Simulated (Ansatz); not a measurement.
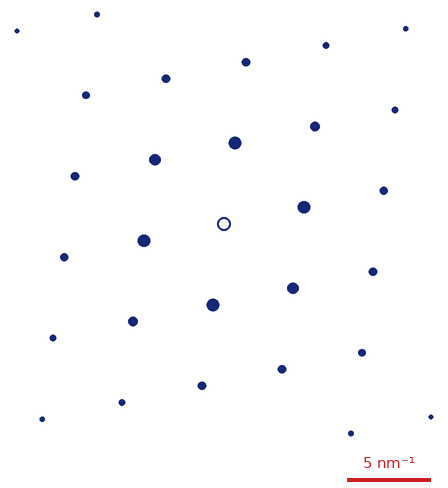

Computed electron diffraction pattern, 80 kV, single scattering only, B = 0.8 Å².

Candidate phases (model or computed cells):
A. Cu, space group P6_3/mmc (No. 194), a = 2.568 Å, c = 4.190 Å (hexagonal axes)
B. Cu, space group Im-3m (No. 229), a = 2.87 Å
C. Cu, space group Fm-3m (No. 225), a = 3.518 Å
D. Cu, space group Im-3m (No. 229), a = 2.84 Å

### Identify the phase and the zone axis.

Candidate C (Cu), along [110] or an equivalent direction. The spots form a centred rectangular net with both shortest vectors at d = 2.03 Å, 70.5° apart. They index as -1 1 -1 and -1 1 1; no zone of the other candidates with indices up to 3 has this net.
